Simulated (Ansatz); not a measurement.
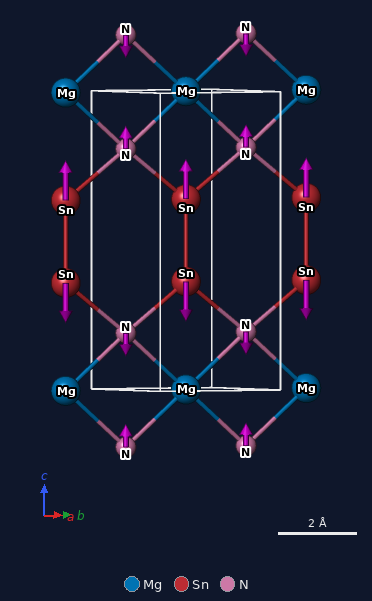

A relaxation of a crystal of MgSn2N2 (a generated structure, set up in Pmmm) (coarse preliminary run). The starting structure is drawn; purple arrows show the displacements (the part carried along by the change of the cell is left out), at their true length.

A ball-and-stick model of the cell of the calculation, seen from a free direction.

These are results of Ansatz 0.2.0, DFT PBE, scalar-relativistic, plane waves, PAW, not measurements. Set-up: plane-wave cutoff 420 eV; k-point mesh 6 × 6 × 2; occupations gaussian; smearing width 0.1 eV; no spin polarisation; cell and atoms relaxed; force threshold 0.04 eV/Å; at most 70 steps.

> Which element moves most?

Tin: up to 1.04 Å, against 0.60 Å for nitrogen.

> Describe the change and its energy.

The energy falls by 1144 meV per atom in 13 accepted moves (16 points after the start). Largest force component: 15 eV/Å at the start, 0.0095 eV/Å at the end. The pressure goes from 11.39 to 0.08 GPa. The SCF was repeated 3 times at an unchanged geometry on a basis and grid sized afresh for the cell, which shifted the energy by 34.4 meV per atom at most. The largest moves relative to the cell, 1.04 Å, are those of Sn atoms. Largest moves by element: Sn 1.04 Å, N 0.60 Å. Mg stays in place. The volume changes by +60.1 %, with a 3.522 → 4.505 Å (+27.9 %), b 3.565 → 3.089 Å (−13.3 %), c 7.654 → 11.054 Å (+44.4 %). Among the contacts that change: Sn–Sn 2.116 → 5.129 Å, Mg–Sn 2.769 → 2.963 Å, Mg–N 2.306 → 2.161 Å, N–Sn 2.210 → 2.119 Å. Bonds break: Sn–Sn (2.12 → 5.13 Å). Among the angles between lasting bonds that change: Sn–N–Sn 107.5° → 93.6°, N–Sn–N 107.5° → 93.6°, Mg–N–Sn 75.6° → 87.6°. The space group stays Pmmm (No. 47).
